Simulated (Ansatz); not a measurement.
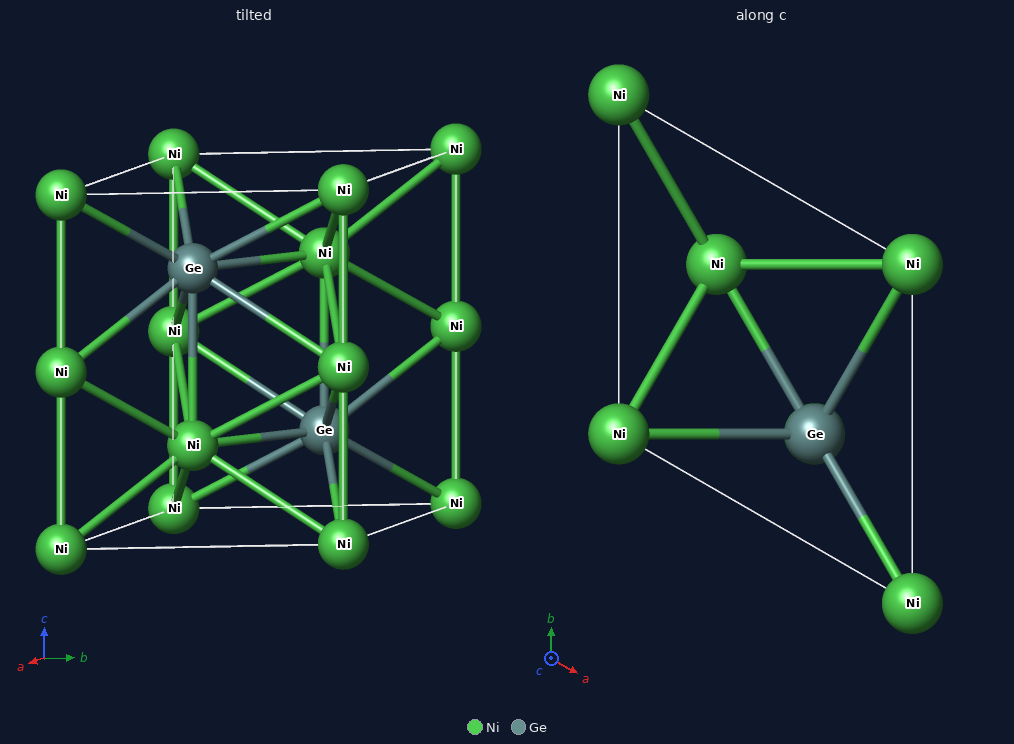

The figure gives a ball-and-stick picture of the atoms, viewed slightly off an axis and along the c axis. The conventional unit cell is outlined; an atom on or near a face, edge or corner is repeated at each equivalent position. Cell: a = 3.972 Å, b = 3.972 Å, c = 5.014 Å, α = 90.00°, β = 90.00°, γ = 120.00°.

Caption:

Chemical formula Ni2Ge. Its lattice is primitive hexagonal, its space group P6_3/mmc (No. 194). This arrangement goes by the name Ni₂In type. The cell comprises 2 formula units: 4 Ni, 2 Ge. The neighbours of Ge are eleven Ni at about 2.3 to 2.6 Å. Ni takes two kinds of site: 2d with six Ni and five Ge (about 2.6 Å to Ni, 2.3 to 2.5 Å to Ge); 2a with eight Ni and six Ge (about 2.5 to 2.6 Å to Ni, 2.6 Å to Ge). The bonds build a three-dimensional framework.

The cell started as a structure listed in the Materials Project, with elements exchanged, so it need not be a known form of the compound. The structure drawn was relaxed with DFT PBEsol, scalar-relativistic, plane waves, PAW in Ansatz 0.2.0.
